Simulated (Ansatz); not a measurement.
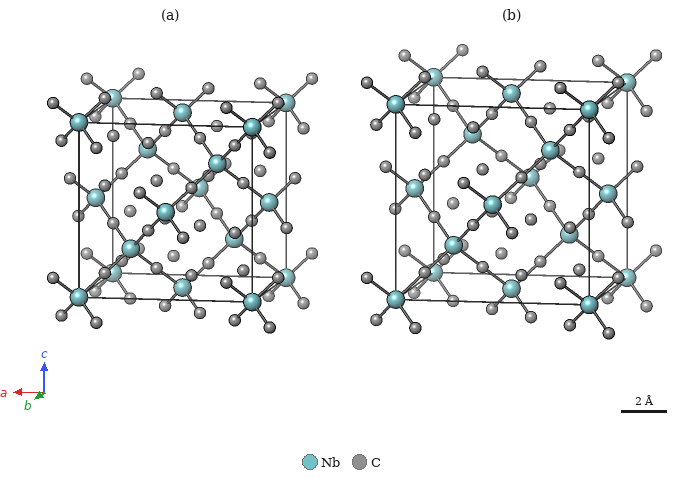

The structure of solid NbC4 (a generated structure, set up in Fd-3m) (coarse preliminary run) before (left) and after (right) a relaxation, at one scale.

The picture is a ball-and-stick view of the conventional cell (4 times the calculation's cell), seen from a free direction. Lengths and directions refer to the drawn axes.

Computed with DFT PBE, scalar-relativistic, plane waves, PAW in Ansatz 0.2.0.

The input:
```yaml
crystal:
  lattice:
    - [0.0, 4.00862937, 4.00862937]
    - [4.00862937, 0.0, 4.00862937]
    - [4.00862937, 4.00862937, 0.0]
  atoms:
    - { symbol: Nb, position: [0.0, 0.0, 0.0] }
    - { symbol: Nb, position: [0.25, 0.25, 0.25] }
    - { symbol: C, position: [0.625, 0.625, 0.625] }
    - { symbol: C, position: [0.625, 0.625, 0.125] }
    - { symbol: C, position: [0.625, 0.125, 0.625] }
    - { symbol: C, position: [0.125, 0.625, 0.625] }
    - { symbol: C, position: [0.125, 0.125, 0.125] }
    - { symbol: C, position: [0.125, 0.125, 0.625] }
    - { symbol: C, position: [0.125, 0.625, 0.125] }
    - { symbol: C, position: [0.625, 0.125, 0.125] }
basis:
  ecutwfc: 420
kpoints:
  mp_grid: { grid: [4, 4, 4] }
hamiltonian:
  xc: pbe
scf:
  occupations: { method: gaussian, width: 0.1 }
  lower_state_search: "off"
output:
  forces: true
  stress: true
  eigenvalues: true
relax:
  adjacent_minimum: "off"
  f_tol: 0.04
  max_steps: 70
  cell: { stress_tol: 0.4 }
```

Launched with:
```bash
ansatz run input.yaml --threads 1 --pin off --max-ram 2560MiB --backend cpu --events-out ev --progress --plain --runs-dir out
```

Question: Summarise the run.

Answer: The atoms keep their places relative to the cell (all moves are under 0.005 Å). Cell: a = b = c 8.017 → 8.950 Å (+11.6 %). Volume +39.1 %. Among the contacts that change: Nb1–C10 1.736 → 1.938 Å. The space group stays Fd-3m (No. 227). Over 5 accepted moves (7 points after the start) the energy falls by 576 meV per atom. All forces vanish by symmetry, so only the cell relaxes. Pressure: 45.96 GPa at the start and 0.19 GPa at the end. The SCF was repeated twice at an unchanged geometry on a basis and grid sized afresh for the cell, which shifted the energy by 29.2 meV per atom at most. The run took 43 s on 1 thread of Arm Neoverse N1, with other jobs on the host, peak memory 0.42 GiB.
